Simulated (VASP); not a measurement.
# BN: optical spectrum

Wanted: where BN absorbs light, and how strongly it screens. The cell is of the wurtzite type, one of the forms listed for this formula. The start is a cell from a database of measured crystal structures.

Method: PBE; plane waves and PAW (N, B), in the first sound run; inputs show where later runs differ, in VASP 6.6.1.

The database entry behind the starting cell has ideal inner coordinates that were not refined, so it need not match the best structure at ambient conditions.

## 1. Starting point

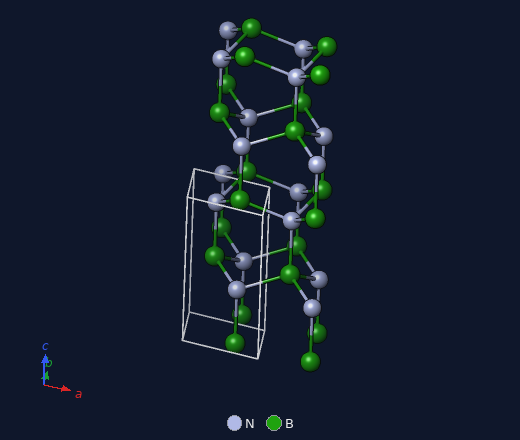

The starting structure, seen slightly off an axis (nitrogen light blue, boron green). 2×2×2 cells are drawn. Some periodic images of atoms are drawn too.

As a file:

```
N B
1.0
     2.53600    0.00000    0.00000
    -1.26800    2.19624    0.00000
     0.00000    0.00000    4.19900
N B
2 2
Direct
  0.33333 0.66667 0.87500
  0.66667 0.33333 0.37500
  0.33333 0.66667 0.50000
  0.66667 0.33333 0.00000
```

## 2. Ground state

The ground state comes first.

File INCAR:

```
SYSTEM = BN
PREC = Accurate
ENCUT = 520
EDIFF = 1E-07
NELM = 100
ISMEAR = 0
SIGMA = 0.05
LREAL = .FALSE.
ALGO = Normal
GGA = PE
NBANDS = 14
LORBIT = 11
LWAVE = .FALSE.
LCHARG = .FALSE.
KPAR = 4
```

File POSCAR:

```
BN
1.0
    2.5360000000      0.0000000000      0.0000000000
   -1.2680000000      2.1962404240      0.0000000000
    0.0000000000      0.0000000000      4.1990000000
N B
2 2
Direct
    0.3333333333      0.6666666667      0.8750000000
    0.6666666667      0.3333333333      0.3750000000
    0.3333333333      0.6666666667      0.5000000000
    0.6666666667      0.3333333333      0.0000000000
```

File KPOINTS:

```
Automatic mesh
0
Gamma
10 10 5
0 0 0
```

The projector-augmented-wave data sets are N and B (PBE family, release 64).

Started as:

```bash
mpirun -np 4 vasp_std
```

What it wrote:

```text
[banner, memory and clock lines left out]
running    4 mpi-ranks, on    1 nodes
 distrk:  each k-point on    1 cores,    4 groups
 distr:  one band on    1 cores,    1 groups

 POSCAR found type information on POSCAR N B
 POSCAR found :  2 types and       4 ions
 LDA part: xc-table for (Slater+PW92), standard interpolation
 POSCAR, INCAR and KPOINTS ok, starting setup
 FFT: planning ... GRIDC
 FFT: planning ... GRID_SOFT
 FFT: planning ... GRID
 WAVECAR not read
 entering main loop
       N       E                     dE             d eps       ncg     rms          rms(c)
DAV:   1     0.400935038142E+02    0.40094E+02   -0.85565E+03  1176   0.112E+03
DAV:   2    -0.343948749575E+02   -0.74488E+02   -0.69984E+02  1594   0.247E+02
DAV:   3    -0.367865499000E+02   -0.23917E+01   -0.23833E+01  1638   0.424E+01
DAV:   4    -0.367963165644E+02   -0.97667E-02   -0.97660E-02  1242   0.291E+00
DAV:   5    -0.367963857607E+02   -0.69196E-04   -0.69195E-04  1602   0.223E-01    0.958E+00
DAV:   6    -0.349959758677E+02    0.18004E+01   -0.35755E+00  1482   0.156E+01    0.459E+00
DAV:   7    -0.348489984642E+02    0.14698E+00   -0.28327E-01  1380   0.462E+00    0.276E+00
DAV:   8    -0.348197355615E+02    0.29263E-01   -0.63984E-02  1308   0.219E+00    0.244E-01
DAV:   9    -0.348186868400E+02    0.10487E-02   -0.22622E-03  1560   0.507E-01    0.132E-01
DAV:  10    -0.348189397985E+02   -0.25296E-03   -0.40776E-04  1374   0.178E-01    0.261E-02
DAV:  11    -0.348189456334E+02   -0.58349E-05   -0.50948E-05  1530   0.626E-02    0.142E-02
DAV:  12    -0.348189467584E+02   -0.11249E-05   -0.71609E-06  1470   0.261E-02    0.203E-03
DAV:  13    -0.348189468784E+02   -0.12010E-06   -0.19945E-07  1252   0.491E-03    0.873E-04
DAV:  14    -0.348189468904E+02   -0.11910E-07   -0.12387E-08   744   0.134E-03
   1 F= -.34818947E+02 E0= -.34818947E+02  d E =-.306911E-17
```

Run time: 4.2 s. Hardware: 4 MPI ranks of Intel Xeon Platinum 8488C (Sapphire Rapids), shared host; peak memory 0.51 GiB.

The logs omit lines about the potential files and the build; timing stands in the text.

Parts of OUTCAR (step 2):

```text
ion  position               nearest neighbor table
   1  0.333  0.667  0.875-   4 1.56   4 1.56   4 1.56   3 1.57
   2  0.667  0.333  0.375-   3 1.56   3 1.56   3 1.56   4 1.57
   3  0.333  0.667  0.500-   2 1.56   2 1.56   2 1.56   1 1.57
   4  0.667  0.333  0.000-   1 1.56   1 1.56   1 1.56   2 1.57

  LATTYP: Found a hexagonal cell.
 ALAT       =     2.5360000000
 C/A-ratio  =     1.6557570978

 Subroutine GETGRP returns: Found 12 space group operations
 (whereof  6 operations were pure point group operations)

The static configuration has the point symmetry C_3v.
 The point group associated with its full space group is C_6v.

 Found     42 irreducible k-points:

   k-points           NKPTS =     42   k-points in BZ     NKDIM =     42   number of bands    NBANDS=     14

   dimension x,y,z NGX =    20 NGY =   20 NGZ =   32
   dimension x,y,z NGXF=    40 NGYF=   40 NGZF=   64

   ENCUT  =  520.0 eV  38.22 Ry    6.18 a.u.   4.72  4.72  7.81*2*pi/ulx,y,z

   NELECT =      16.0000    total number of electrons

 k-points in reciprocal lattice and weights: Automatic mesh
   0.00000000  0.00000000  0.00000000       0.002
   0.10000000  0.00000000  0.00000000       0.012
   0.20000000  0.00000000  0.00000000       0.012
   0.30000000  0.00000000  0.00000000       0.012
   0.40000000  0.00000000  0.00000000       0.012
   0.50000000  0.00000000  0.00000000       0.006
   0.10000000  0.10000000  0.00000000       0.012
   0.20000000  0.10000000  0.00000000       0.024
   0.30000000  0.10000000  0.00000000       0.024
[...]
0.40000000  0.20000000  0.40000000       0.024
   0.30000000  0.30000000  0.40000000       0.024

 average (electrostatic) potential at core
       1 -60.2689       2 -60.2689       3 -24.3387       4 -24.3387

 E-fermi :   7.9601

 k-point     1 :       0.0000    0.0000    0.0000
  band No.  band energies     occupation
    ...
      4       5.5466      2.00000
      5       5.5466      2.00000
      6       7.4309      2.00000
      7       7.6806      2.00000
      8       7.6806      2.00000
      9      16.1215      0.00000
     10      16.1215      0.00000
     11      16.3032      0.00000
     12      17.3703      0.00000
     13      18.6476      0.00000
    ...

 k-point     2 :       0.1000    0.0000    0.0000
  band No.  band energies     occupation
    ...
      4       4.5694      2.00000
      5       5.1460      2.00000
      6       6.8711      2.00000
      7       7.2142      2.00000
      8       7.4509      2.00000
      9      15.7988      0.00000
     10      16.5563      0.00000
     11      16.6390      0.00000
     12      18.0509      0.00000
     13      19.2468      0.00000
    ...

 k-point     3 :       0.2000    0.0000    0.0000
  band No.  band energies     occupation
    ...
      4       2.3829      2.00000
      5       4.2833      2.00000
      6       4.9881      2.00000
      7       6.5619      2.00000
      8       6.8597      2.00000
      9      15.2975      0.00000
     10      17.0685      0.00000
     11      17.4763      0.00000
     12      18.7690      0.00000
     13      19.9667      0.00000
    ...

  Total        1.2695247      1.2695247      1.0845424      0.0000000      0.0000000     -0.0000000
  in kB       86.9714525     86.9714525     74.2988508      0.0000000      0.0000000     -0.0000000
  external PRESSURE =      82.7472519 kB  Pullay stress =       0.0000000 kB

  energy-cutoff  :      520.00
  volume of cell :       23.39
      direct lattice vectors                 reciprocal lattice vectors
     2.536000000  0.000000000  0.000000000     0.394321767  0.227661778  0.000000000
    -1.268000000  2.196240424  0.000000000     0.000000000  0.455323556  0.000000000
     0.000000000  0.000000000  4.199000000     0.000000000  0.000000000  0.238151941

 POSITION                                       TOTAL-FORCE (eV/Angst)
 -----------------------------------------------------------------------------------
     -0.00000      1.46416      3.67413        -0.000000      0.000000     -0.059056
      1.26800      0.73208      1.57462         0.000000     -0.000000     -0.059056
     -0.00000      1.46416      2.09950         0.000000      0.000000      0.059056
      1.26800      0.73208      0.00000         0.000000     -0.000000      0.059056
 -----------------------------------------------------------------------------------
    total drift:                               -0.000000      0.000000     -0.000061

  FREE ENERGIE OF THE ION-ELECTRON SYSTEM (eV)
  ---------------------------------------------------
  free  energy   TOTEN  =       -34.8189468904 eV

  energy  without entropy=      -34.8189468904  energy(sigma->0) =      -34.81894689

 total charge
# of ion       s       p       d       tot
------------------------------------------
    1        1.216   2.773   0.000   3.990
    2        1.216   2.773   0.000   3.990
    3        0.681   1.373   0.000   2.053
    4        0.681   1.373   0.000   2.053
--------------------------------------------------
tot          3.794   8.291   0.000  12.086

[... 3 further parts left out ...]
```

The gap is read on the k-mesh alone, so it is an upper bound where the band edges lie off the mesh.

A gap read on the k-mesh alone can miss the band edges.

Numbers from this step:

* free energy (TOTEN): -34.82 eV
* Fermi energy: 7.960 eV
* pressure: 8.275 GPa
* gap on the k-mesh: 5.397 eV
* least direct gap on the k-mesh: 8.348 eV

The cell has a gap of 5.40 eV on this mesh and a pressure of +8.3 GPa, which holds the misfit of the given cell and coordinates with this functional, and any error of cutoff, mesh and data sets. Forces of up to 0.059 eV/Å remain in these settings.

## 3. Spectrum

LOPTICS sums the direct transitions; the mesh is finer and NBANDS larger than for the ground state.

Edit INCAR of step 2 so:

```diff
@@ -10,4 +10,3 @@
 GGA = PE
-NBANDS = 14
-LORBIT = 11
+NBANDS = 20
 LWAVE = .FALSE.
@@ -15 +14,4 @@
 KPAR = 4
+LOPTICS = .TRUE.
+NEDOS = 2000
+CSHIFT = 0.15
```

POSCAR is that of step 2.

File KPOINTS:

```
Automatic mesh
0
Gamma
14 14 8
0 0 0
```

Started as:

```bash
mpirun -np 4 vasp_std
```

What it wrote:

```text
[... set-up lines as in an earlier step ...]
 entering main loop
       N       E                     dE             d eps       ncg     rms          rms(c)
DAV:   1     0.383692373032E+02    0.38369E+02   -0.79335E+03  4816   0.780E+02
DAV:   2    -0.346910175740E+02   -0.73060E+02   -0.68921E+02  6148   0.207E+02
DAV:   3    -0.367918079360E+02   -0.21008E+01   -0.20837E+01  5812   0.299E+01
DAV:   4    -0.367963892669E+02   -0.45813E-02   -0.45808E-02  5236   0.150E+00
DAV:   5    -0.367963947891E+02   -0.55222E-05   -0.55223E-05  5636   0.531E-02    0.958E+00
DAV:   6    -0.349922911337E+02    0.18041E+01   -0.14720E+00  5364   0.109E+01    0.457E+00
DAV:   7    -0.348473956990E+02    0.14490E+00   -0.30234E-01  5400   0.387E+00    0.277E+00
DAV:   8    -0.348195561634E+02    0.27840E-01   -0.45287E-02  5432   0.154E+00    0.256E-01
DAV:   9    -0.348187040384E+02    0.85212E-03   -0.12886E-03  5224   0.409E-01    0.144E-01
DAV:  10    -0.348189693760E+02   -0.26534E-03   -0.36128E-04  5052   0.137E-01    0.218E-02
DAV:  11    -0.348189786616E+02   -0.92856E-05   -0.16276E-05  5696   0.389E-02    0.169E-02
DAV:  12    -0.348189790569E+02   -0.39525E-06   -0.38530E-06  5116   0.182E-02    0.146E-03
DAV:  13    -0.348189791062E+02   -0.49311E-07   -0.18466E-07  5360   0.333E-03
   1 F= -.34818979E+02 E0= -.34818979E+02  d E =-.161303E-11
 optical routines
 imaginary and real dielectric function
 recalculating local potential from charge density
 direction            1
 direction            2
 direction            3
```

Elapsed: 10 s, on 4 MPI ranks; peak memory 0.81 GiB; 39 s of CPU time.

Parts of OUTCAR (step 3):

```text
 Found    120 irreducible k-points:

   k-points           NKPTS =    120   k-points in BZ     NKDIM =    120   number of bands    NBANDS=     20

   NELECT =      16.0000    total number of electrons

 E-fermi :   7.8863

 k-point     1 :       0.0000    0.0000    0.0000
  band No.  band energies     occupation
    ...
      4       5.5466      2.00000
      5       5.5466      2.00000
      6       7.4308      2.00000
      7       7.6806      2.00000
      8       7.6806      2.00000
      9      16.1215      0.00000
     10      16.1215      0.00000
     11      16.3032      0.00000
     12      17.3703      0.00000
     13      18.6475      0.00000
    ...

 k-point     2 :       0.0714    0.0000    0.0000
  band No.  band energies     occupation
    ...
      4       5.0258      2.00000
      5       5.3322      2.00000
      6       7.2483      2.00000
      7       7.3234      2.00000
      8       7.5621      2.00000
      9      15.9225      0.00000
     10      16.3522      0.00000
     11      16.5156      0.00000
     12      17.7320      0.00000
     13      19.0281      0.00000
    ...

  Total        1.2696420      1.2696420      1.0847847      0.0000000      0.0000000      0.0000000
  in kB       86.9794876     86.9794876     74.3154530      0.0000000      0.0000000      0.0000000
  external PRESSURE =      82.7581427 kB  Pullay stress =       0.0000000 kB

 POSITION                                       TOTAL-FORCE (eV/Angst)
 -----------------------------------------------------------------------------------
     -0.00000      1.46416      3.67413         0.000000     -0.000000     -0.059059
      1.26800      0.73208      1.57462        -0.000000      0.000000     -0.059059
     -0.00000      1.46416      2.09950         0.000000      0.000000      0.059059
      1.26800      0.73208      0.00000         0.000000     -0.000000      0.059059
 -----------------------------------------------------------------------------------
    total drift:                               -0.000000      0.000000     -0.000094

  FREE ENERGIE OF THE ION-ELECTRON SYSTEM (eV)
  ---------------------------------------------------
  free  energy   TOTEN  =       -34.8189791062 eV

  energy  without entropy=      -34.8189791062  energy(sigma->0) =      -34.81897911

 plasma frequency squared (from intraband transitions) (eV^2)
  --------------------------------------------------------------------------------------
       0.000       0.000       0.000
       0.000       0.000       0.000
       0.000       0.000       0.000

[... 7 parts as in an earlier step ...]

[... 6 further parts left out ...]
```

These are independent-particle spectra without excitons or local fields, and fine structure depends on the mesh and on CSHIFT.

Numbers from this step:

* Fermi energy: 7.886 eV
* pressure: 8.276 GPa
* gap on the k-mesh: 5.306 eV
* least direct gap on the k-mesh: 8.360 eV

The imaginary dielectric function has structure finer than the step of the table below, so its rows give means over 2 eV, whole bins alone (the curve runs from 0 to 25.0 eV). Peaks (eV: height): xx 11.3: 14.9; zz 10.5: 14.2, 13.4: 9.61.

Absorption under the direct gap is the tail of the CSHIFT broadening, and fine structure depends on the mesh. The imaginary dielectric function by photon energy; means over each step:

```
photon energy (eV)      xx      zz
                 2  0.0147  0.0167
                 4  0.0357  0.0417
                 6  0.0803   0.100
                 8   0.349   0.786
                10    6.47    9.20
                12    11.3    9.12
                14    7.38    7.46
                16    4.03    3.79
                18    2.25    1.81
                20    1.48    1.55
                22    1.11    1.23
```

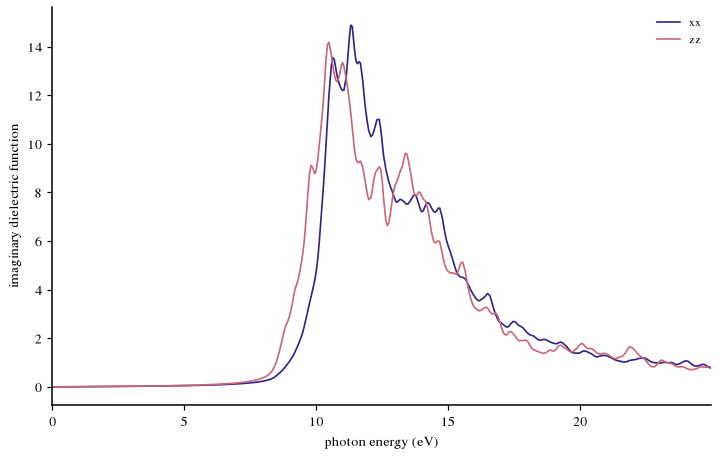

Imaginary dielectric function against photon energy.

Real dielectric function against photon energy:

```
photon energy (eV)      xx      zz
               0.0    4.56    4.73
               2.5    4.71    4.90
               5.0    5.25    5.54
               7.5    6.79    7.51
              10.0    13.3    11.0
              12.5   -1.19  -0.357
              15.0   -3.35   -2.80
              17.5   -1.97   -2.16
              20.0   -1.21  -0.779
              22.5  -0.794   -1.03
```

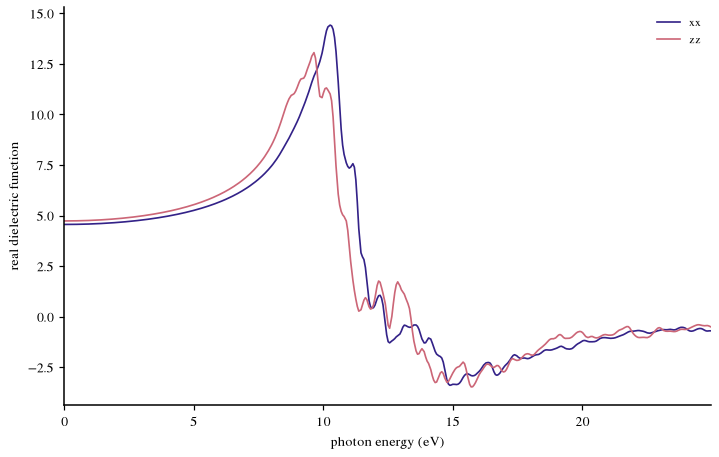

Real dielectric function against photon energy.

[end of part 1 of 3]

[Lines on the potential files, build, host, timing and source positions are cut from VASP's logs without a mark.]

[Logs are printed without paths, hosts, clocks, repeated set-up lines and the standing remarks that a program may print on its own settings, such as how far it seeks lower states.]

[Hosts, paths, dates, database ids (printed as entryN), source tags and the programs' standing remarks are cut or masked in the printed files.]
